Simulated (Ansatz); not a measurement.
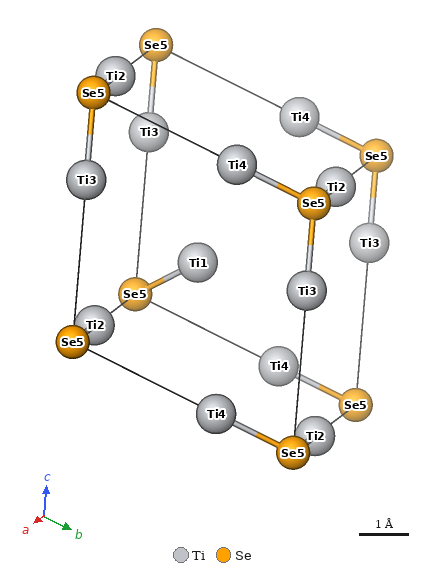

This is the input geometry for a relaxation of a crystal of Ti₄Se (a generated structure, set up in I-43m) (coarse preliminary run). A ball-and-stick model of the cell of the calculation, seen slightly off an axis.

All numbers below come from Ansatz, DFT PBE, scalar-relativistic, plane waves, PAW.

The input:
```yaml
crystal:
  lattice:
    - [-2.99335705, 2.99335705, 2.99335705]
    - [2.99335705, -2.99335705, 2.99335705]
    - [2.99335705, 2.99335705, -2.99335705]
  atoms:
    - { symbol: Ti, position: [0.34959999, 0.34959999, 0.34959999], spin: 1.0 }
    - { symbol: Ti, position: [0.65040001, 0.0, 0.0], spin: 1.0 }
    - { symbol: Ti, position: [0.0, 0.0, 0.65040001], spin: -1.0 }
    - { symbol: Ti, position: [0.0, 0.65040001, 0.0], spin: -1.0 }
    - { symbol: Se, position: [0.0, 0.0, 0.0] }
basis:
  ecutwfc: 420
kpoints:
  mp_grid: { grid: [4, 4, 4] }
hamiltonian:
  xc: pbe
scf:
  occupations: { method: gaussian, width: 0.1 }
  lower_state_search: "off"
output:
  forces: true
  stress: true
  eigenvalues: true
  populations: true
magnetization:
  spin_polarized: true
relax:
  adjacent_minimum: "off"
  f_tol: 0.04
  max_steps: 70
  cell: { stress_tol: 0.4 }
```

Command:
```bash
ansatz run input.yaml --threads 1 --pin off --max-ram 2560MiB --backend cpu --events-out ev --progress --plain --runs-dir out
```

Question: Predict the outcome.

Answer: After 11 accepted moves (13 points after the start) the energy has fallen by 4454 meV per atom. The largest force component goes from 11 to 0.0056 eV/Å. Pressure: 61.33 GPa at the start and −0.03 GPa at the end. The line search rejected the trial step at point 11 of the run. The SCF was repeated once at an unchanged geometry on a basis and grid sized afresh for the cell, which shifted the energy by 0.5 meV per atom at most. The largest moves relative to the cell, 1.10 Å, are those of Ti1, Ti2, Ti3 and Ti4. Ti2 goes along [−1 3 3]. Se stays in place. Cell: a = b = c 5.185 → 4.892 Å (−5.7 %), α 109.5° → 102.7°, β 109.5° → 112.9°, γ 109.5° → 112.9°. Volume −16.9 %. Near-neighbour distances that change, for instance: Ti1–Ti3 2.960 → 4.791 Å, Ti1–Ti3 (another image) 4.421 → 2.760 Å, Ti1–Se5 3.372 → 2.508 Å, Ti1–Se5 (another image) 1.813 → 2.614 Å. New bonds form: Ti1–Se5 (3.37 → 2.51 Å), Ti1–Ti3 (4.42 → 2.76 Å), Ti1–Ti4 (4.42 → 2.76 Å), Ti2–Se5 (3.37 → 2.51 Å). Among the angles between lasting bonds that change: Ti1–Se5–Ti2 109.5° → 69.0°, Ti1–Se5–Ti3 109.5° → 132.8°. The space group (tolerance 0.01 Å) goes from I-43m (No. 217) to I-42m (No. 121). The program noted that the starting moments weren't kept. The run may lie on a higher electronic state than the lowest, so the end point isn't shown to be the ground-state structure.

The structure at the end:

```
Ti Se
1.0
    -3.05364    2.70208    2.70208
     3.05364   -2.70207    2.70207
     3.05364    2.70207   -2.70207
Ti Se
4 1
Direct
  0.38743 0.54651 0.54651
  0.61257 0.15908 0.15908
  0.00000 0.84092 0.45349
  0.00000 0.45349 0.84092
  0.00000 0.00000 0.00000
```

After the run, drawn alike:

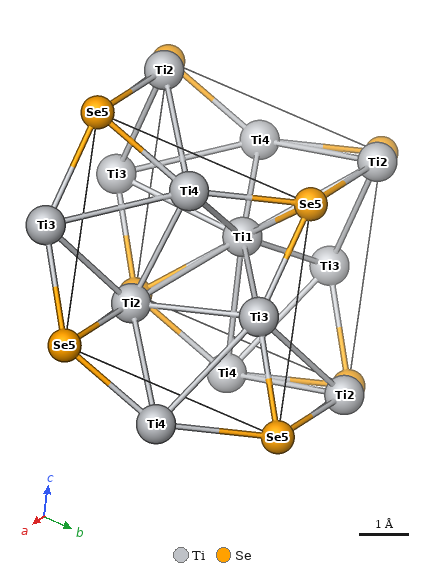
